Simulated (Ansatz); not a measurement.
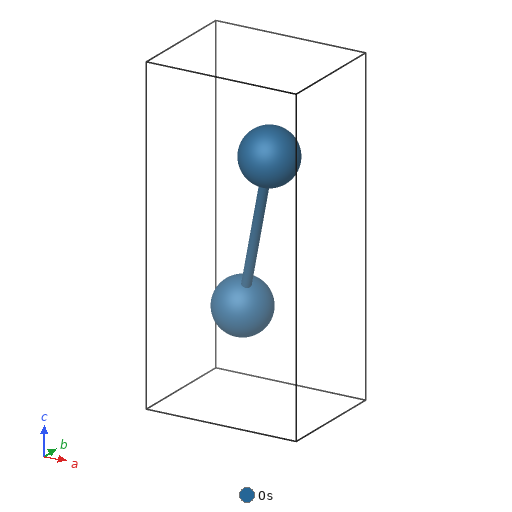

System: Os, space group P6_3/mmc (No. 194). The picture shows the cell.

The given structure:
```xyz
2
Lattice="2.7341 0.0000 0.0000 -1.3670 2.3678 0.0000 0.0000 0.0000 4.3197" Properties=species:S:1:pos:R:3 pbc="T T T"
Os    0.0000    1.5785    1.0799
Os    1.3670    0.7893    3.2398
```

How it was computed, with Ansatz 0.2.0: biaxial strain in the xy plane and strain along z of a crystal, fractional coordinates fixed, by plane-wave density functional theory with PAW datasets, free energies less that of the undisturbed cell. Level: PBEsol, no spin polarisation.

```csv
setting,value
wave cutoff,420 eV
k mesh,18×18×12
occupations,Gaussian
smearing width,0.15 eV
k shift,"(0, 0, 0) (mesh steps)"
start,as given
```

Describe the result: the map of the energy change over strain zz and strain xx = yy. The grid: strain zz −0.05, −0.025, 0, 0.025, 0.05 ; strain xx = yy −0.05, −0.025, 0, 0.025, 0.05.

At the origin the energy is lower than all eight neighbouring grid points, so a minimum lies at or close to the given structure. The energy change is least, 0 meV/atom, at strain zz of 0 and strain xx = yy of 0, and largest, 465 meV/atom, at strain zz of −0.05 and strain xx = yy of −0.05. Near the origin the softest direction lies along strain zz, turned by about 19° so that strain xx = yy takes the opposite sign; the curvature across the valley is 3.2 times that along it.

Energy change (meV/atom); rows strain xx = yy, columns strain zz:
```
        -0.05  -0.025    0  0.025  0.05
 -0.05    465     318  239    217   241
-0.025    205      96   48     53    99
     0     93      18    0     28    95
 0.025     95      53   62    112   197
  0.05    185     174  207    278   379
```

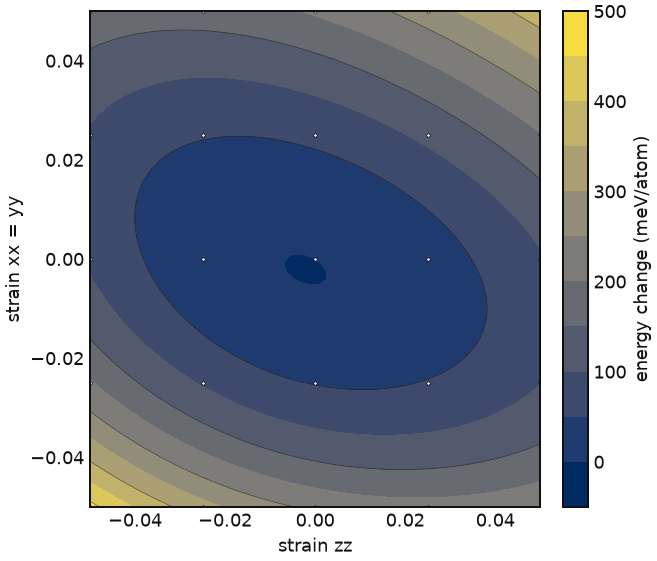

Note: reference crystal is not relaxed.
